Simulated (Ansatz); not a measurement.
# AlRu: single-point calculation

The run: single-point calculation of AlRu (Fm-3m, 2 atoms in the cell). Method and program: DFT, r2SCAN, PAW with Ansatz's default frozen-core files, scalar-relativistic, no spin polarisation (Ansatz 0.2.0).

Its volume is 0.72 times that of the source entry. It belongs to a series of runs on one base structure; here: volume scaled by 0.72, PAW files. Figures and captions count atoms from 1; the log counts them from 0 in places.

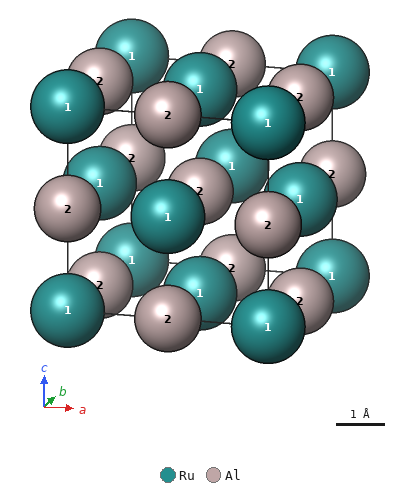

*The input geometry (spheres-only view of the cell 4 times as large as that of the calculation, set on its symmetry axes, seen slightly off an axis; atoms are numbered from 1 in the order of the input).*

Summary

```csv
quantity,value
outcome,converged
space group (tolerance 0.01 Å),Fm-3m (225)
electrons treated,19
free energy,−6428.7852 eV
Fermi energy,21.119 eV
pressure,101.52 GPa
largest force (length of the vector),under 0.001 eV/Å
hardware,"1 thread of Arm Neoverse V1, 24 GiB of memory available, shared host"
wall time,5.4 s
peak memory,0.36 GiB
```

The cell is under a pressure of 102 GPa at this level, so it is not at its equilibrium volume.

Input file
```yaml
crystal:
  lattice:
    - [0.0, 2.2126238349, 2.2126238349]
    - [2.2126238349, 0.0, 2.2126238349]
    - [2.2126238349, 2.2126238349, 0.0]
  atoms:
    - { symbol: Ru, position: [0.0, 0.0, 0.0] }
    - { symbol: Al, position: [0.5, 0.5, 0.5] }
kpoints:
  mp_grid: { grid: [13, 13, 13] }
scf:
  occupations: { method: fermi_dirac, width: 0.05 }
hamiltonian:
  xc: r2scan
  pseudopotentials: { kind: paw }
output:
  forces: true
  stress: true
  eigenvalues: true
  populations: true
  write_density: true
  write_potential: true
  elf: true
  volumetric_format: npy
```

Command:
```bash
ansatz run input.yaml --threads 1 --pin off --max-ram 2048MiB --backend cpu --events-out ev --progress --plain --runs-dir out
```

The program's output
```
Engine: ansatz 0.2.0, aarch64-unknown-linux-gnu
Pseudopotentials: kind: paw
Pseudopotential: Ru, paw, valence charge 16, recommended cutoff 500 eV (meta_gga), Ru.paw.azcp
Pseudopotential: Al, paw, valence charge 3, recommended cutoff 500 eV (meta_gga), Al.paw.azcp
Functional definition: r2SCAN
  parameter k0 = 0.174
  parameter k1 = 0.065
  parameter a1 = 4.9479
  exchange = r2scan_x(k0 = k0, k1 = k1, a1 = a1)
  correlation = r2scan_c
Crystal: 2 atoms, lattice volume = 21.665 Å³
Basis set: ecut = 500 eV, 537 PW (Γ), exchange–correlation on 96×96×96 points (64 copies of the dense FFT grid, shifted against one another)
Bands: 14, of which v1, the nominal top of the filled ones, is band 10 counted from 1 (9 counted from 0)
Symmetry: 48 space group operations
Space group: Fm-3m (ITA 225), of the structure as read, at distance tolerance 2.8e-5 Å
k-points: 84 of 2197
Non-local potential: Ru, projectors of the file, l = 0: 3, l = 1: 2, l = 2: 2, l = 3: 1
Non-local potential: Al, projectors of the file, l = 0: 2, l = 1: 2, l = 2: 1
PAW form: soft (Blöchl's): semilocal exchange-correlation on the pseudo side does not see the compensation charge
PAW frozen core: Ru, regenerated for the run's functional (the file was generated under x = pbe(κ = 0.804, μ = 0.2195149727645171), c = pbe(β = 0.06672455060314922))
PAW frozen core: Al, regenerated for the run's functional (the file was generated under x = pbe(κ = 0.804, μ = 0.2195149727645171), c = pbe(β = 0.06672455060314922))
PAW one-centre angular grid: Ru, 590 points (default); XC on 160 Gauss nodes
PAW one-centre angular grid: Al, 302 points (default); XC on 160 Gauss nodes
Initial density: superposition of atomic densities (neutral atoms: chi_scale 0, normalization atom), corrected by the library's trained network
Initial wavefunctions: pseudopotential atomic-orbital guess
Functional: x = r2scan, c = r2scan; τ floored in thin density (d = 2e-4 eV/Å³)
SCF iter   1: F=—  HF=-6428.789442 eV  |F-HF|=—  |Δ(HF+E_count)|=         —  Δρ=1.74e-2  dr2=5.07e-2  dr2_τ=7.43e-2  ethr=1.77e-3  ⟨swp⟩=5.6  Hψ=6795  notcnv=0
preconditioner: auto → none  [metal: Δε(μ)=0.009 eV  Ē_g=11.419 eV  σ=0.050 eV  W_gap=0.04  n_scr=8 (ndim 8)  ℏωp=26.5 eV  f_vac=0.000  D(μ)=0.93/eV (n_scr^D=8)  sad-step TF]
SCF iter   2: F=—  HF=-6428.787500 eV  |F-HF|=—  |Δ(HF+E_count)|=   1.94e-3  Δρ=9.31e-3  dr2=1.29e-2  dr2_τ=1.00e-3  ethr=2.67e-4  ⟨swp⟩=2.3  Hψ=2653  notcnv=0  defer=4
SCF iter   3: F=—  HF=-6428.785142 eV  |F-HF|=—  |Δ(HF+E_count)|=   2.36e-3  Δρ=7.15e-4  dr2=4.31e-5  dr2_τ=5.18e-5  ethr=6.80e-5  ⟨swp⟩=2.0  Hψ=2344  notcnv=0  defer=4
SCF iter   4: F=—  HF=-6428.785185 eV  |F-HF|=—  |Δ(HF+E_count)|=   4.28e-5  Δρ=2.76e-4  dr2=1.09e-5  dr2_τ=1.79e-6  ethr=2.27e-7  ⟨swp⟩=2.0  Hψ=1980  notcnv=0  defer=4
SCF iter   5: F=—  HF=-6428.785187 eV  |F-HF|=—  |Δ(HF+E_count)|=   1.46e-6  Δρ=6.62e-5  dr2=1.06e-6  dr2_τ=1.46e-7  ethr=5.73e-8  ⟨swp⟩=2.2  Hψ=1709  notcnv=0  defer=4
SCF iter   6: F=—  HF=-6428.785187 eV  |F-HF|=—  |Δ(HF+E_count)|=   3.62e-8  Δρ=3.01e-5  dr2=2.33e-7  dr2_τ=3.27e-9  ethr=5.59e-9  ⟨swp⟩=2.0  Hψ=1722  notcnv=0  defer=4
SCF iter   7: F=-6428.785187 eV  HF=-6428.785187 eV  |F-HF|=6.54e-9  |Δ(HF+E_count)|=   2.64e-8  Δρ=6.13e-6  dr2=9.93e-9  dr2_τ=1.31e-10  ethr=5.26e-10  ⟨swp⟩=9.1  Hψ=6892  notcnv=0
SCF 1 converged in 7 iterations: F = -6428.785187 eV  dr2 = 9.93e-9
  greatest PAW one-centre occupation: 1.004 electrons in one spin orbital (limit 2), on the Ru atom at site 0 (counted from 0), in its partial waves of l = 1
SCF converged after 7 iterations
Free energy (F): -6428.785187 eV
Harris-Foulkes:  -6428.785187 eV  (|F-HF|=6.54e-9)
Internal energy: -6428.777998 eV  (E = F + TS)
E sigma→0 (E₀):  -6428.781592 eV
Entropy (-TS):   -0.007188 eV (-3.594 meV/atom)
Fermi energy:    21.118749 eV
--- Per-component energies (eV) ---
  E_band       = -56.952205
  E_kinetic    = 564.866946
  E_local      = -1588.973134  (includes V_loc(G=0)·N_el)
  E_nonlocal   = 362.887788
  E_hartree    = 566.054452
  E_xc         = -228.591773
  E_vxc        = -309.731595  (∫ρ·V_xc dr)
  E_paw        = -3957.673994  (= ΣΔE_a)
  E_vpaw       = -239.401894  (= ΣTr[D̂ρ^β])
  E_aug_tail   = 0.000081  (compensation charges beyond the density's cutoff)
  E_vtau       = 21.294931  (kinetic-family band-sum trace: ∫τ·v_τ [+ j·A + Jᵃ·Aᵃ] dr)
  E_ewald      = -2146.977300
  E_core_change = -0.371064  (= ΣΔE_core)
  E_smearing   = -0.007188  (= −TS)
  E_closure    = 0.000000  (closes the sum)
  Σ components = -6428.785187   (vs F -6428.785187, Δ=0.00e0)
--- Forces (eV/Å), atoms counted from 1 ---
  atom   1  Ru    -0.00000000    -0.00000000    -0.00000000
  atom   2  Al     0.00000000    -0.00000000    -0.00000000
  max |Σ_I F_I| component: 6.90e-31 eV/Å
--- Stress (GPa, compression-positive) ---
      101.524019       0.000000      -0.000000
        0.000000     101.524019       0.000000
        0.000000       0.000000     101.524019
  P = ⅓ Tr σ = 101.5240 GPa (1015.240 kbar)
--- Band table (eV; the first three rows and the last of 84) ---
  k-point 0: bands = ["-53.1545", "-22.5097", "-22.5097", "-22.5097", "9.3927", "17.3554", "17.3554", "17.3554", "18.0670", "18.0670", "30.3593", "30.3593", "30.3593", "31.3334"]
  k-point 1: bands = ["-53.1526", "-22.5286", "-22.5129", "-22.5129", "9.5673", "17.2308", "17.4275", "17.4275", "18.0295", "18.0295", "30.0568", "30.6093", "30.6093", "31.5589"]
  k-point 2: bands = ["-53.1473", "-22.5807", "-22.5217", "-22.5217", "10.0739", "16.9126", "17.4453", "17.4453", "18.1387", "18.1387", "29.2162", "31.2938", "31.2938", "31.9312"]
  k-point 83: bands = ["-53.1140", "-22.7289", "-22.7023", "-22.6340", "14.2040", "15.7356", "15.9130", "17.5629", "21.1308", "22.8711", "23.9829", "24.0555", "27.2027", "35.0204"]
--- Löwdin populations: 2 sites ---
  site symbol       q [e]
     0     Ru     16.3450
     1     Al      2.5443
  spilling = 0.005828 (of n_electrons = 19.000000)
```

File populations.tsv
```
# site	symbol	l	j	q
# orbitals = lowdin
# n_electrons = 19.000000
# spilling = 0.005828
0	Ru	0_4S	-	1.840970
0	Ru	0_5S	-	0.401253
0	Ru	1_4P	-	5.936227
0	Ru	2_4D	-	8.166516
1	Al	0_3S	-	0.752708
1	Al	1_3P	-	1.791593
```

File rho_z.tsv
```
# z_ang	rho[e/angstrom^3]
# format = ansatz-planar-average/11
# lattice	0.000000000	2.212623835	2.212623835
# lattice	2.212623835	0.000000000	2.212623835
# lattice	2.212623835	2.212623835	0.000000000
# sites	2
# site	44	0.000000000	0.000000000	0.000000000
# site	13	2.212623835	2.212623835	2.212623835
0.000000	1.758017e0
0.130380	1.719855e0
0.260760	1.605362e0
0.391140	1.420669e0
0.521520	1.186611e0
0.651901	9.383652e-1
0.782281	7.139161e-1
0.912661	5.392414e-1
1.043041	4.219960e-1
1.173421	3.522641e-1
1.303801	3.124949e-1
1.434181	2.916208e-1
1.564561	2.852532e-1
1.694941	2.916208e-1
1.825322	3.124949e-1
1.955702	3.522641e-1
2.086082	4.219960e-1
2.216462	5.392414e-1
2.346842	7.139161e-1
2.477222	9.383652e-1
2.607602	1.186611e0
2.737982	1.420669e0
2.868362	1.605362e0
2.998743	1.719855e0
```

File v_z.tsv
```
# z_ang	v_es[eV]	v_tot[eV]
# format = ansatz-planar-average/11
# xc	r2scan
# density_cutoff_ev	2000
# datasets	Ru=:simpson_from_first_knot:soft:shift=0	Al=:simpson_from_first_knot:soft:shift=0
# lattice	0.000000000	2.212623835	2.212623835
# lattice	2.212623835	0.000000000	2.212623835
# lattice	2.212623835	2.212623835	0.000000000
# sites	2
# site	44	0.000000000	0.000000000	0.000000000
# site	13	2.212623835	2.212623835	2.212623835
0.000000	-4.959403e-1	-1.710133e1
0.130380	-7.649118e-2	-1.663731e1
0.260760	1.105448e0	-1.529373e1
0.391140	2.833543e0	-1.327547e1
0.521520	4.848748e0	-1.075029e1
0.651901	6.955125e0	-7.878818e0
0.782281	9.017724e0	-5.033806e0
0.912661	1.088534e1	-2.506546e0
1.043041	1.237856e1	-5.231056e-1
1.173421	1.338797e1	7.377023e-1
1.303801	1.399308e1	1.467592e0
1.434181	1.433401e1	1.881324e0
1.564561	1.444568e1	2.007659e0
1.694941	1.433401e1	1.881324e0
1.825322	1.399308e1	1.467592e0
1.955702	1.338797e1	7.377023e-1
2.086082	1.237856e1	-5.231056e-1
2.216462	1.088534e1	-2.506546e0
2.346842	9.017724e0	-5.033806e0
2.477222	6.955125e0	-7.878818e0
2.607602	4.848748e0	-1.075029e1
2.737982	2.833543e0	-1.327547e1
2.868362	1.105448e0	-1.529373e1
2.998743	-7.649118e-2	-1.663731e1
```

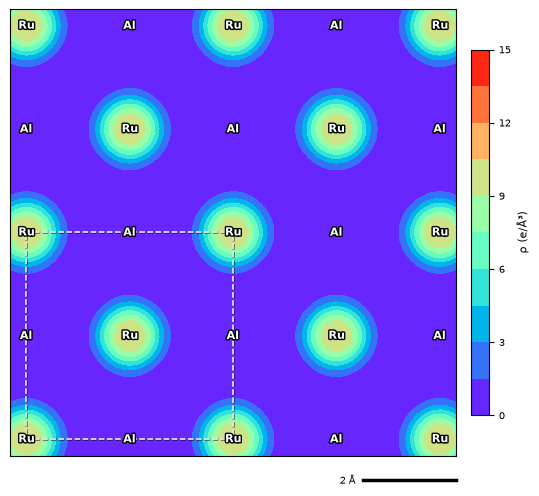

*Valence pseudo-density on the (010) plane of the conventional cell.*

Atoms in the plane: Ru and Al. Al–Ru (2.21 Å): ρ at the midpoint is about 0.65 e/Å³. Away from the nuclei the density in this plane falls to 0.31 e/Å³ at its lowest. In a PAW calculation such maps are meaningful between the atoms, not at the nuclei.

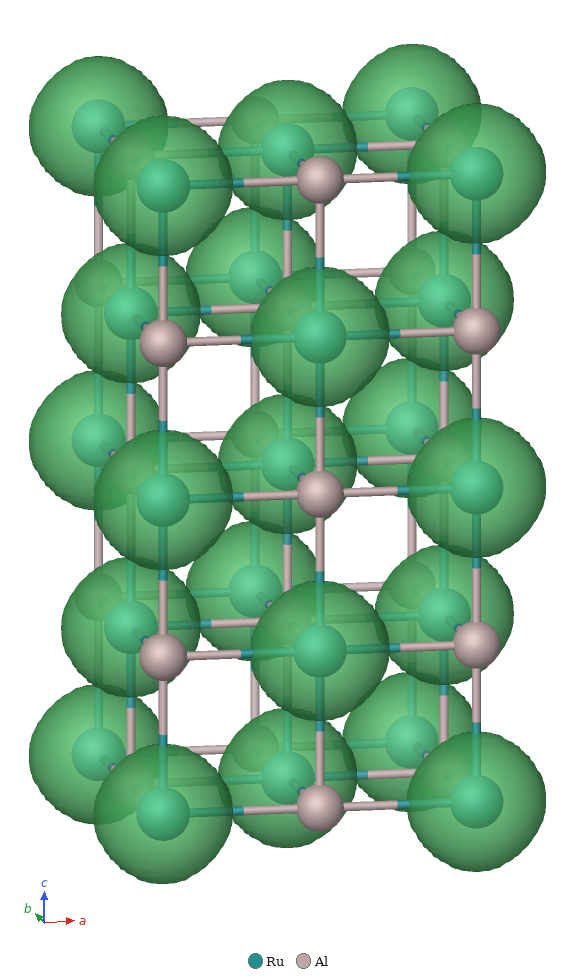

*Isosurface of the valence pseudo-density at 1 e/Å³ (green), seen slightly off an axis. Sticks mark near contacts. The outline is the cell set on symmetry axes.*

At this value the density breaks into separate islands; it holds about 65 % of the electrons treated as valence (semicore included). It is pinched off along the Al–Ru (2.21 Å) contacts. On the grid the lowest density along these lines, outside the cores, is 0.46 e/Å³ (Al–Ru, 2.21 Å).
